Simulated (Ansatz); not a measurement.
# Nb5N: what the fields show

```
Nb N
1.0
     7.56309    0.00000    0.00000
     0.00000    0.00000   -7.56309
     0.00000    7.56309    0.00000
Nb N
20 4
Direct
  0.75000 0.75000 0.25000
  0.25000 0.75000 0.75000
  0.25000 0.25000 0.25000
  0.75000 0.25000 0.75000
  0.37686 0.87686 0.12314
  0.87686 0.87686 0.62314
  0.87686 0.37686 0.12314
  0.37686 0.37686 0.62314
  0.37686 0.62314 0.37686
  0.87686 0.62314 0.87686
  0.87686 0.12314 0.37686
  0.37686 0.12314 0.87686
  0.12314 0.87686 0.37686
  0.62314 0.87686 0.87686
  0.62314 0.37686 0.37686
  0.12314 0.37686 0.87686
  0.12314 0.62314 0.12314
  0.62314 0.62314 0.62314
  0.62314 0.12314 0.12314
  0.12314 0.12314 0.62314
  0.50000 0.50000 0.00000
  0.00000 0.50000 0.50000
  0.00000 0.00000 0.00000
  0.50000 0.00000 0.50000
```

Space group F-43m; a structure generated by program, which may or may not match a known phase.

Theory: Ansatz, DFT PBE, scalar-relativistic, plane waves, PAW.

The density is the valence pseudo-density of a PAW calculation; it isn't the true density close to the nuclei.

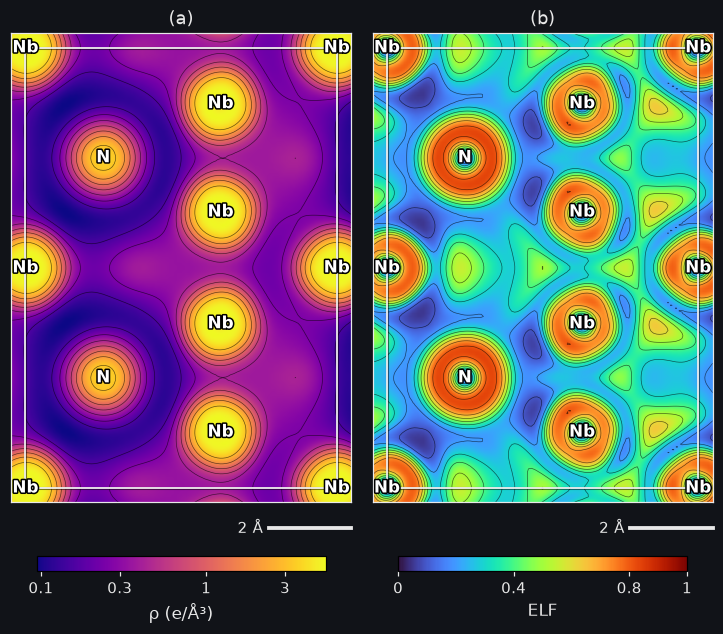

Figure 1. (a) valence charge density (pseudo); (b) electron localisation function on the (101) plane of the conventional cell.

What do the fields say about this system?

Answer.
- Atoms in the plane: Nb and N.
- Nb–Nb (2.63 Å): the density is about 0.42 e/Å³ at the midpoint; the ELF is about 0.25 at the midpoint; no localised pair shows between them.
- Nb–N (3.14 Å): the density is about 0.12 e/Å³ at the midpoint; the ELF is about 0.10 at the midpoint: no shared electron pair shows on this line.
- Nb–Nb (2.71 Å): the density is about 0.39 e/Å³ at the midpoint; the ELF is about 0.30 at the midpoint (no localised pair shows between them).
- Nb–N (3.27 Å): ρ at the midpoint is about 0.09 e/Å³; the ELF is about 0.10 at the midpoint; no shared electron pair shows on this line.
- Between the atoms the lowest density in this plane is 0.09 e/Å³.
- The features right at Nb lie inside the PAW spheres, where the map follows smoothed inner orbitals and isn't to be read closely.

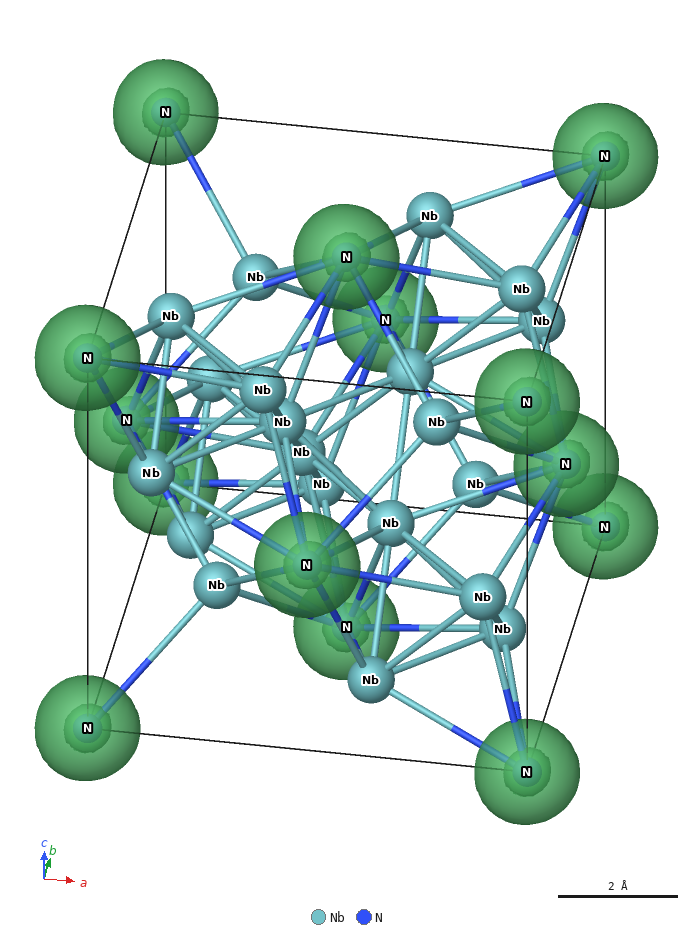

Figure 2. Isosurface of the ELF at 0.7 (green), seen at an oblique angle. Only the valence region is drawn (cores and ρ < 0.01 e/Å³ removed). Sticks mark near contacts.

Describe the localisation domains.

Answer. The ELF exceeds this value in four regions wrapped around N (the valence shell of each), counted in one cell of 24 atoms. Regions shared between cells count once.

Metal or insulator at this level of theory?

Answer. It is gapless in this calculation (a metal or semimetal); semilocal functionals without U, or without the true magnetic order, often close the gap of such compounds.
